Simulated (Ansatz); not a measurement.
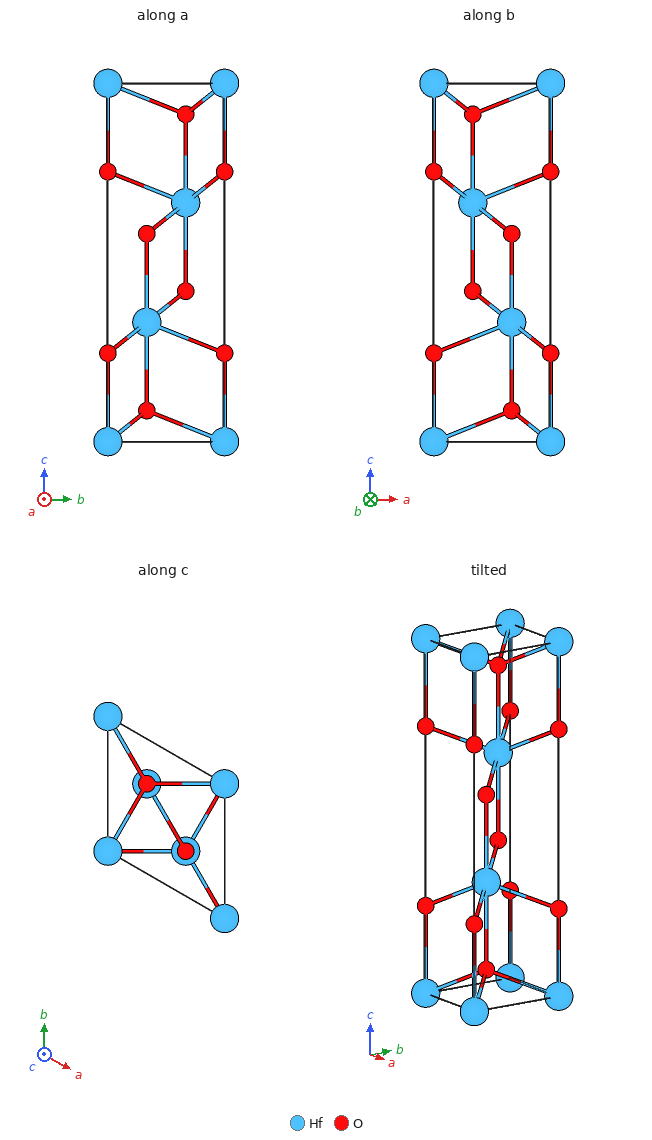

An orthographic ball-and-stick view of the structure, along the a axis, along the b axis, along the c axis and slightly off an axis. The outline marks the conventional unit cell.

Lattice parameters: a = 3.4488 Å, b = 3.4488 Å, c = 9.1748 Å, α = 90.000°, β = 90.000°, γ = 120.000°.

### Give the structure in the form of a CIF in P1 with every atom of the cell, with free fractional coordinates to two decimals.

```cif
data_structure
_symmetry_space_group_name_H-M 'P 1'
_symmetry_Int_Tables_number 1
_cell_length_a 3.4488
_cell_length_b 3.4488
_cell_length_c 9.1748
_cell_angle_alpha 90.000
_cell_angle_beta 90.000
_cell_angle_gamma 120.000
_cell_volume 94.50
loop_
_atom_site_label
_atom_site_type_symbol
_atom_site_fract_x
_atom_site_fract_y
_atom_site_fract_z
_atom_site_occupancy
Hf1 Hf 0.00 0.00 0.00 1
O1 O 0.3333 0.6667 0.91 1
O2 O 0.00 0.00 0.75 1
Hf2 Hf 0.6667 0.3333 0.3333 1
O3 O 0.00 0.00 0.25 1
O4 O 0.6667 0.3333 0.09 1
Hf3 Hf 0.3333 0.6667 0.6667 1
O5 O 0.6667 0.3333 0.58 1
O6 O 0.3333 0.6667 0.42 1
```

The model was built from a structure type filled with these elements by a generator (whether the compound takes this form wasn't checked). The cell was then strained or its atoms displaced on purpose. It went into a calculation with Ansatz.

At this level of theory the cell isn't at rest (compressed, at 9 GPa), so its distances can differ from those at equilibrium, the more so the softer the solid.
